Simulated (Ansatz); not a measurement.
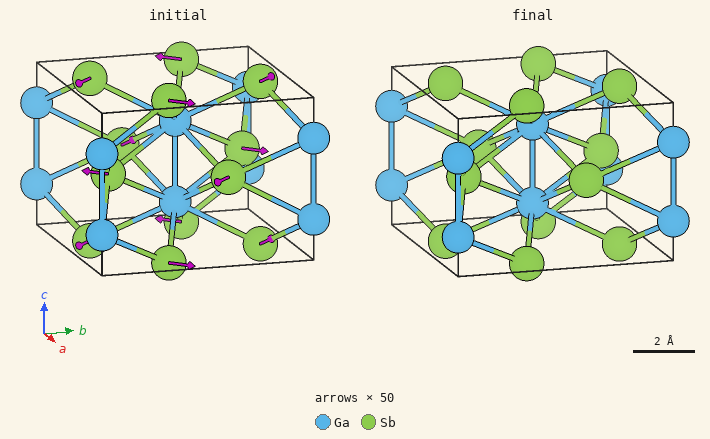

The structure of solid GaSb2 (a generated structure, set up in I4/mcm) before (left) and after (right) a relaxation, at one scale. The purple arrows give the displacements (the part carried along by the change of the cell is left out), magnified 50 times.

The picture is a ball-and-stick view of the conventional cell (2 times the calculation's cell), seen slightly off an axis. Lengths and directions refer to the drawn axes.

Case: V → Ga on all its sites, cell and atoms relaxed.

Theory: Ansatz 0.2.0, DFT PBEsol, scalar-relativistic, plane waves, PAW. Settings: plane-wave cutoff 420 eV; k-point mesh 8 × 8 × 8; occupations gaussian; smearing width 0.1 eV; no spin polarisation; cell and atoms relaxed; force threshold 0.01 eV/Å; at most 60 steps.

Q: Describe what moved and what it gained.

A: Over 4 accepted moves (6 points after the start) the energy falls by 6.1 meV per atom. The largest force component goes from 0.02 to 0.0048 eV/Å. Pressure: 0.02 GPa at the start and 0.01 GPa at the end. The line search rejected the trial step at point 2 of the run. The SCF was repeated once at an unchanged geometry on a basis and grid sized afresh for the cell, which shifted the energy by less than 0.05 meV per atom at most. The largest moves relative to the cell, 0.020 Å, are those of Sb atoms. Ga stays in place. The volume changes by +0.5 %, with a = b 7.267 → 7.391 Å (+1.7 %), c 5.490 → 5.334 Å (−2.8 %). Near-neighbour distances that change, for instance: Ga–Ga 2.745 → 2.667 Å, Ga–Sb 3.123 → 3.156 Å, Sb–Sb 2.888 → 2.897 Å. The space group stays I4/mcm (No. 140). The run took 2.8 min on 1 thread of Arm Neoverse V2 (shared host), peak memory 0.61 GiB.
